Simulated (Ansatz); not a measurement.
**Geometry relaxation, with input and output: B₂₄N₂₅ (part 3 of 4)**

The same run, continued: B₂₄N₂₅ (defect cell, 49 atoms in the cell); DFT PBE, scalar-relativistic, plane waves, PAW, spin-polarised (Ansatz 0.2.0); cutoff 420 eV, 2×2×2 k-mesh, Gaussian smearing of 0.01 eV, collinear spins. The structure derives from a Materials Project entry. It belongs to a series of runs on one base structure; here: N interstitial, charge +0, atoms relaxed at the host's cell.

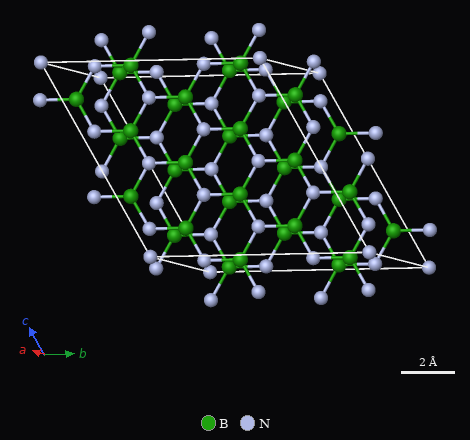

**Figure 1.** The geometry at step 5 of the log (ball-and-stick view of the cell of the calculation, seen at an oblique angle; bonded neighbours outside the cell are drawn too).

The program's output, continued:
```
  k-point 0 ↑: bands = ["-14.9468", "-14.8571", "-13.4805", "-13.4374", "-13.4374", "-13.4250", "-13.4250", "-13.4226", "-13.3773", "-13.3672", "-13.3672", "-13.3631", "-13.3623", "-13.3623", "-11.8573", "-11.8573", "-11.8478", "-11.8375", "-11.8375", "-11.8358", "-11.2722", "-11.2722", "-11.2719", "-11.2719", "-10.5932", "-6.1434", "-6.1434", "-6.1383", "-6.1361", "-6.1262", "-6.1262", "-5.1619", "-5.1576", "-5.1276", "-5.1173", "-4.4412", "-4.4412", "-4.4389", "-4.4389", "-2.8449", "-2.8384", "-2.7967", "-2.7967", "-2.7954", "-2.7954", "-2.7924", "-2.7924", "-2.7915", "-2.7914", "-2.7914", "-2.7892", "-2.7880", "-2.1535", "-1.4211", "-1.4211", "-1.4174", "-1.4025", "-1.4025", "-1.4006", "-1.2131", "-1.2131", "-1.2096", "-1.2096", "-1.2029", "-1.1995", "-1.1980", "-1.1980", "-1.1867", "-1.1865", "-1.1865", "-1.1859", "-0.9423", "-0.9423", "-0.7801", "-0.7801", "-0.7733", "-0.7000", "-0.6205", "-0.0993", "-0.0933", "-0.0933", "-0.0903", "-0.0903", "0.8893", "0.8893", "1.3598", "1.3598", "1.3684", "1.3684", "1.5778", "1.8445", "1.8445", "1.8999", "1.9704", "1.9704", "1.9945", "2.6841", "2.6841", "2.7364", "2.7364", "7.2042", "7.2122", "7.2122", "7.3819", "7.3819", "7.3942", "7.4202", "7.4202", "7.8265", "7.8265", "7.9052", "9.6926", "9.6926", "9.7058", "10.0836", "10.0836", "10.5732", "10.5732", "10.5758", "10.5877", "10.6343", "10.6343", "10.6507", "11.0498", "11.0498", "11.1154", "11.1154", "11.1205", "11.1508", "11.2099", "12.1777", "12.2581", "12.2581", "12.5595", "12.5595", "12.5653", "12.6224", "14.0741", "14.0778", "14.2311", "14.2311", "14.2599", "14.2599", "14.5624", "14.5624", "14.5861", "14.6187", "14.6187", "14.6253"]
  k-point 1 ↑: bands = ["-14.5634", "-14.5375", "-14.4682", "-14.4621", "-13.8027", "-13.7888", "-13.7219", "-13.7183", "-12.5316", "-12.5217", "-12.5177", "-12.5114", "-12.4687", "-12.4675", "-12.4667", "-12.4622", "-11.9866", "-11.9855", "-11.9464", "-11.9419", "-11.6184", "-11.6073", "-11.6041", "-11.5918", "-10.5848", "-5.8252", "-5.8235", "-5.8144", "-5.8039", "-4.8935", "-4.8806", "-4.8799", "-4.8776", "-4.8707", "-4.8623", "-4.8607", "-4.8605", "-4.8601", "-4.8596", "-4.8529", "-4.8488", "-3.1531", "-3.1495", "-3.1375", "-3.1356", "-2.7644", "-2.7557", "-2.7424", "-2.7416", "-2.3939", "-2.3829", "-2.3761", "-2.3683", "-2.3550", "-2.2770", "-1.7569", "-1.5573", "-1.4985", "-1.4844", "-1.4809", "-1.4795", "-1.4706", "-1.4658", "-1.4635", "-1.4625", "-1.3582", "-1.2457", "-0.7412", "-0.5637", "-0.2480", "-0.2464", "-0.2319", "-0.2306", "-0.1103", "-0.1102", "-0.1031", "-0.1021", "0.1505", "0.2801", "0.5523", "0.5794", "0.5975", "0.6000", "0.6035", "0.6110", "0.7234", "1.0220", "1.1102", "1.1171", "1.1294", "1.1529", "1.3702", "1.6539", "1.7413", "1.8249", "2.0228", "2.1459", "2.2441", "2.2989", "2.3231", "7.3377", "7.3807", "7.7333", "7.8042", "7.9251", "8.1326", "8.3549", "8.4065", "8.4821", "8.5048", "8.7543", "8.7789", "8.7867", "8.7958", "9.1269", "9.1295", "9.1936", "9.1954", "9.3023", "9.5125", "10.8687", "10.8859", "11.0350", "11.1714", "11.2664", "11.5358", "11.5718", "11.7401", "11.8156", "11.8204", "12.8760", "12.8848", "12.9969", "13.0038", "13.0115", "13.1355", "13.2293", "13.2301", "13.2680", "13.3154", "13.6320", "13.6533", "13.8032", "13.9356", "13.9564", "14.0356", "14.1363", "14.1431", "14.1526"]
  k-point 2 ↑: bands = ["-14.9355", "-14.8690", "-13.4465", "-13.4330", "-13.4330", "-13.4210", "-13.4210", "-13.4183", "-13.4138", "-13.3718", "-13.3718", "-13.3676", "-13.3665", "-13.3665", "-11.8559", "-11.8559", "-11.8532", "-11.8391", "-11.8391", "-11.8303", "-11.2722", "-11.2722", "-11.2719", "-11.2719", "-10.5878", "-6.1561", "-6.1437", "-6.1437", "-6.1264", "-6.1264", "-6.1178", "-5.1693", "-5.1592", "-5.1200", "-5.1152", "-4.4416", "-4.4416", "-4.4390", "-4.4390", "-2.9171", "-2.7983", "-2.7983", "-2.7960", "-2.7960", "-2.7934", "-2.7926", "-2.7926", "-2.7917", "-2.7917", "-2.7904", "-2.7902", "-2.7612", "-2.1498", "-1.4182", "-1.4182", "-1.4169", "-1.4057", "-1.4057", "-1.4018", "-1.2167", "-1.2167", "-1.2080", "-1.2025", "-1.2016", "-1.2016", "-1.1974", "-1.1974", "-1.1924", "-1.1924", "-1.1877", "-1.1871", "-1.1222", "-0.7260", "-0.7260", "-0.6826", "-0.6826", "-0.6728", "-0.4099", "-0.4099", "-0.2196", "-0.2107", "-0.2107", "-0.0292", "1.0304", "1.0304", "1.3597", "1.3597", "1.3671", "1.3671", "1.5411", "1.6475", "1.6475", "1.6746", "2.0152", "2.1241", "2.1241", "2.6882", "2.6882", "2.7355", "2.7355", "7.3262", "7.3262", "7.3642", "7.3642", "7.3915", "7.4285", "7.4285", "7.6609", "7.6609", "7.6823", "8.3489", "8.9758", "9.9754", "9.9754", "9.9962", "10.2597", "10.2597", "10.4799", "10.4924", "10.4924", "10.5459", "10.5459", "10.6100", "10.8092", "11.9365", "11.9365", "12.0133", "12.0219", "12.0219", "12.0283", "12.0283", "12.0602", "12.1272", "12.1272", "12.3602", "12.3602", "12.3636", "12.4333", "12.4788", "12.5328", "12.5328", "12.6332", "13.8772", "14.2324", "14.2324", "14.2638", "14.2638", "14.4846", "14.5607"]
  k-point 3 ↓: bands = ["-14.5306", "-14.5279", "-14.4631", "-14.4609", "-13.7759", "-13.7751", "-13.7172", "-13.7140", "-12.5018", "-12.5014", "-12.5011", "-12.5008", "-12.4631", "-12.4592", "-12.4573", "-12.4563", "-11.9692", "-11.9679", "-11.9365", "-11.9337", "-11.6010", "-11.5978", "-11.5872", "-11.5819", "-6.5472", "-5.8267", "-5.8218", "-5.8039", "-5.7675", "-4.8835", "-4.8753", "-4.8746", "-4.8731", "-4.8627", "-4.8580", "-4.8575", "-4.8572", "-4.8540", "-4.8537", "-4.8471", "-4.8106", "-3.1466", "-3.1445", "-3.1322", "-3.1318", "-2.7546", "-2.7539", "-2.7365", "-2.7352", "-2.3931", "-2.3741", "-2.3658", "-2.3625", "-2.2849", "-2.2202", "-1.6972", "-1.5246", "-1.4798", "-1.4778", "-1.4768", "-1.4740", "-1.4641", "-1.4638", "-1.4599", "-1.4565", "-1.2371", "-1.1887", "-0.6934", "-0.5496", "-0.2395", "-0.2380", "-0.2267", "-0.2250", "-0.1021", "-0.1015", "-0.0974", "-0.0963", "0.5697", "0.6031", "0.6042", "0.6047", "0.6117", "0.6175", "0.6294", "0.6385", "0.9962", "1.0153", "1.0446", "1.1156", "1.4123", "1.4287", "1.7339", "1.8087", "2.0581", "2.0686", "2.2391", "2.2902", "4.9392", "4.9569", "5.0813", "7.4067", "7.5374", "7.6654", "7.6889", "8.3275", "8.3653", "8.4899", "8.5289", "8.7488", "8.7833", "8.7956", "8.8779", "8.9867", "9.0308", "9.0530", "9.0655", "9.0857", "9.2044", "9.4899", "9.7391", "10.0656", "10.3554", "10.4689", "10.4895", "12.0178", "12.1761", "12.3693", "12.3963", "12.4063", "12.4407", "12.4702", "12.4930", "12.6243", "12.7390", "12.7400", "12.8439", "13.3335", "13.5230", "13.5237", "13.6074", "13.7355", "13.8119", "13.8942", "13.9458", "13.9657", "13.9932", "14.0033", "14.0602", "14.1421"]
--- Relaxed structure (5 steps of the walk, 5 accepted, 0 SCFs on fresh bases) ---
  F+E_penalty+E_count = -13396.70156046 eV   max|allowed force component| = 1.962e-3 eV/Å
  atoms:
    - { symbol: B, position: [0.28910392682217645, 5.544895876348334e-18, 0.16675394356872225] }
    - { symbol: B, position: [0.28155294569721157, 0.4999575241933295, 0.16666657234015836] }
    - { symbol: B, position: [0.28447396457862517, 0.3334872601680601, 0.33348726016806] }
    - { symbol: B, position: [0.28155294569721157, 0.16666657234015836, 0.4999575241933295] }
    - { symbol: B, position: [0.28447396457862517, 4.894762095261006e-18, 0.6665127398319397] }
    - { symbol: B, position: [0.28155294569721157, 0.8333334276598416, 0.33329095185317115] }
    - { symbol: B, position: [0.28155294569721157, 0.666709048146829, 0.5000424758066705] }
    - { symbol: B, position: [0.28155294569721157, 0.5000424758066705, 0.6667090481468287] }
    - { symbol: B, position: [0.28155294569721157, 0.3332909518531712, 0.8333334276598415] }
    - { symbol: B, position: [0.28910392682217645, 0.1667539435687223, 2.7755575615628914e-17] }
    - { symbol: B, position: [0.28910392682217645, 0.8332460564312779, 0.833246056431278] }
    - { symbol: B, position: [0.28447396457862517, 0.6665127398319399, 0.0] }
    - { symbol: B, position: [0.7108960731778234, 0.1667539435687223, 0.16675394356872225] }
    - { symbol: B, position: [0.7184470543027885, 0.6667090481468289, 0.16666657234015841] }
    - { symbol: B, position: [0.7184470543027885, 0.4999575241933295, 0.3332909518531711] }
    - { symbol: B, position: [0.7184470543027885, 0.33329095185317115, 0.49995752419332945] }
    - { symbol: B, position: [0.7184470543027885, 0.16666657234015833, 0.6667090481468287] }
    - { symbol: B, position: [0.7155260354213749, -4.8991659529415016e-18, 0.33348726016805996] }
    - { symbol: B, position: [0.7184470543027885, 0.8333334276598418, 0.5000424758066705] }
    - { symbol: B, position: [0.7155260354213749, 0.66651273983194, 0.6665127398319399] }
    - { symbol: B, position: [0.7184470543027885, 0.5000424758066705, 0.8333334276598418] }
    - { symbol: B, position: [0.7155260354213749, 0.3334872601680601, 5.551115123125783e-17] }
    - { symbol: B, position: [0.7108960731778234, -5.549299733422985e-18, 0.8332460564312777] }
    - { symbol: B, position: [0.7108960731778234, 0.8332460564312777, 1.0] }
    - { symbol: N, position: [0.7084497239834222, -5.904584858746093e-18, 0.1669456877754126] }
    - { symbol: N, position: [0.7187809862244303, 0.500037646841947, 0.16665567904260234] }
    - { symbol: N, position: [0.7165097573807315, 0.3332909413320072, 0.33329094133200715] }
    - { symbol: N, position: [0.7187809862244303, 0.1666556790426023, 0.5000376468419468] }
    - { symbol: N, position: [0.7165097573807315, -4.756734762290471e-18, 0.6667090586679927] }
    - { symbol: N, position: [0.7187809862244303, 0.8333443209573979, 0.3333819677993447] }
    - { symbol: N, position: [0.7187809862244303, 0.6666180322006555, 0.4999623531580531] }
    - { symbol: N, position: [0.7187809862244303, 0.4999623531580531, 0.6666180322006554] }
    - { symbol: N, position: [0.7187809862244303, 0.33338196779934465, 0.8333443209573974] }
    - { symbol: N, position: [0.7084497239834222, 0.16694568777541266, 1.3877787807814457e-17] }
    - { symbol: N, position: [0.7084497239834222, 0.8330543122245874, 0.8330543122245875] }
    - { symbol: N, position: [0.7165097573807315, 0.6667090586679927, -5.551115123125783e-17] }
    - { symbol: N, position: [0.2915502760165778, 0.16694568777541266, 0.16694568777541263] }
    - { symbol: N, position: [0.2812190137755695, 0.6666180322006554, 0.1666556790426023] }
    - { symbol: N, position: [0.2812190137755695, 0.500037646841947, 0.3333819677993446] }
    - { symbol: N, position: [0.2812190137755695, 0.3333819677993446, 0.5000376468419468] }
    - { symbol: N, position: [0.2812190137755695, 0.1666556790426023, 0.6666180322006552] }
    - { symbol: N, position: [0.28349024261926853, 4.7523309050138724e-18, 0.33329094133200715] }
    - { symbol: N, position: [0.2812190137755695, 0.8333443209573979, 0.49996235315805315] }
    - { symbol: N, position: [0.28349024261926853, 0.6667090586679928, 0.6667090586679927] }
    - { symbol: N, position: [0.2812190137755695, 0.4999623531580531, 0.8333443209573977] }
    - { symbol: N, position: [0.28349024261926853, 0.3332909413320072, 0.0] }
    - { symbol: N, position: [0.2915502760165778, 5.9001810016714426e-18, 0.8330543122245874] }
    - { symbol: N, position: [0.2915502760165778, 0.8330543122245875, 1.0] }
    - { symbol: N, position: [-4.084176917056386e-19, -2.2019286817752824e-21, -2.62650528146854e-21] }
--- Löwdin populations: 49 sites ---
  site symbol       q [e]    m [muB]
     0      B      2.5939    -0.0079
     1      B      2.5888     0.0001
     2      B      2.5894     0.0010
     3      B      2.5888     0.0001
     4      B      2.5894     0.0010
     5      B      2.5888     0.0001
     6      B      2.5888     0.0001
     7      B      2.5888     0.0001
     8      B      2.5888     0.0001
     9      B      2.5939    -0.0079
    10      B      2.5939    -0.0079
    11      B      2.5894     0.0010
    12      B      2.5939    -0.0079
    13      B      2.5888     0.0001
    14      B      2.5888     0.0001
    15      B      2.5888     0.0001
    16      B      2.5888     0.0001
    17      B      2.5894     0.0010
    18      B      2.5888     0.0001
    19      B      2.5894     0.0010
    20      B      2.5888     0.0001
    21      B      2.5894     0.0010
    22      B      2.5939    -0.0079
    23      B      2.5939    -0.0079
    24      N      5.3348     0.0337
    25      N      5.3449     0.0016
    26      N      5.3442     0.0011
    27      N      5.3449     0.0016
    28      N      5.3442     0.0011
    29      N      5.3449     0.0016
    30      N      5.3449     0.0016
    31      N      5.3449     0.0016
    32      N      5.3449     0.0016
    33      N      5.3348     0.0337
    34      N      5.3348     0.0337
    35      N      5.3442     0.0011
    36      N      5.3348     0.0337
    37      N      5.3449     0.0016
    38      N      5.3449     0.0016
    39      N      5.3449     0.0016
    40      N      5.3449     0.0016
    41      N      5.3442     0.0011
    42      N      5.3449     0.0016
    43      N      5.3442     0.0011
    44      N      5.3449     0.0016
    45      N      5.3442     0.0011
    46      N      5.3348     0.0337
    47      N      5.3348     0.0337
    48      N      5.0580     2.8109
  spilling = 0.007936 (of n_electrons = 197.000000)
```

File populations.tsv:
```
# site	symbol	l	j	q_up	q_dn
# orbitals = lowdin
# n_electrons = 197.000000
# spilling = 0.007936
0	B	0_2S	-	0.313624	0.314605
0	B	1_2P	-	0.979387	0.986321
1	B	0_2S	-	0.313511	0.313549
1	B	1_2P	-	0.980969	0.980799
2	B	0_2S	-	0.313406	0.313476
2	B	1_2P	-	0.981785	0.980750
3	B	0_2S	-	0.313511	0.313549
3	B	1_2P	-	0.980969	0.980799
4	B	0_2S	-	0.313406	0.313476
4	B	1_2P	-	0.981785	0.980750
5	B	0_2S	-	0.313511	0.313549
5	B	1_2P	-	0.980969	0.980799
6	B	0_2S	-	0.313511	0.313549
6	B	1_2P	-	0.980969	0.980799
7	B	0_2S	-	0.313511	0.313549
7	B	1_2P	-	0.980969	0.980799
8	B	0_2S	-	0.313511	0.313549
8	B	1_2P	-	0.980969	0.980799
9	B	0_2S	-	0.313624	0.314605
9	B	1_2P	-	0.979387	0.986321
10	B	0_2S	-	0.313624	0.314605
10	B	1_2P	-	0.979387	0.986321
11	B	0_2S	-	0.313406	0.313476
11	B	1_2P	-	0.981785	0.980750
12	B	0_2S	-	0.313624	0.314605
12	B	1_2P	-	0.979387	0.986321
13	B	0_2S	-	0.313511	0.313549
13	B	1_2P	-	0.980969	0.980799
14	B	0_2S	-	0.313511	0.313549
14	B	1_2P	-	0.980969	0.980799
15	B	0_2S	-	0.313511	0.313549
15	B	1_2P	-	0.980969	0.980799
16	B	0_2S	-	0.313511	0.313549
16	B	1_2P	-	0.980969	0.980799
17	B	0_2S	-	0.313406	0.313476
17	B	1_2P	-	0.981785	0.980750
18	B	0_2S	-	0.313511	0.313549
18	B	1_2P	-	0.980969	0.980799
19	B	0_2S	-	0.313406	0.313476
19	B	1_2P	-	0.981785	0.980750
20	B	0_2S	-	0.313511	0.313549
20	B	1_2P	-	0.980969	0.980799
21	B	0_2S	-	0.313406	0.313476
21	B	1_2P	-	0.981785	0.980750
22	B	0_2S	-	0.313624	0.314605
22	B	1_2P	-	0.979387	0.986321
23	B	0_2S	-	0.313624	0.314605
23	B	1_2P	-	0.979387	0.986321
24	N	0_2S	-	0.580491	0.578241
24	N	1_2P	-	2.103731	2.072315
25	N	0_2S	-	0.579019	0.578973
25	N	1_2P	-	2.094254	2.092654
26	N	0_2S	-	0.578904	0.578815
26	N	1_2P	-	2.093759	2.092713
27	N	0_2S	-	0.579019	0.578973
27	N	1_2P	-	2.094254	2.092654
28	N	0_2S	-	0.578904	0.578815
28	N	1_2P	-	2.093759	2.092713
29	N	0_2S	-	0.579019	0.578973
29	N	1_2P	-	2.094254	2.092654
30	N	0_2S	-	0.579019	0.578973
30	N	1_2P	-	2.094254	2.092654
31	N	0_2S	-	0.579019	0.578973
31	N	1_2P	-	2.094254	2.092654
32	N	0_2S	-	0.579019	0.578973
32	N	1_2P	-	2.094254	2.092654
33	N	0_2S	-	0.580491	0.578241
33	N	1_2P	-	2.103731	2.072315
34	N	0_2S	-	0.580491	0.578241
34	N	1_2P	-	2.103731	2.072315
35	N	0_2S	-	0.578904	0.578815
35	N	1_2P	-	2.093759	2.092713
36	N	0_2S	-	0.580491	0.578241
36	N	1_2P	-	2.103731	2.072315
37	N	0_2S	-	0.579019	0.578973
37	N	1_2P	-	2.094254	2.092654
38	N	0_2S	-	0.579019	0.578973
38	N	1_2P	-	2.094254	2.092654
39	N	0_2S	-	0.579019	0.578973
39	N	1_2P	-	2.094254	2.092654
40	N	0_2S	-	0.579019	0.578973
40	N	1_2P	-	2.094254	2.092654
41	N	0_2S	-	0.578904	0.578815
41	N	1_2P	-	2.093759	2.092713
42	N	0_2S	-	0.579019	0.578973
42	N	1_2P	-	2.094254	2.092654
43	N	0_2S	-	0.578904	0.578815
```
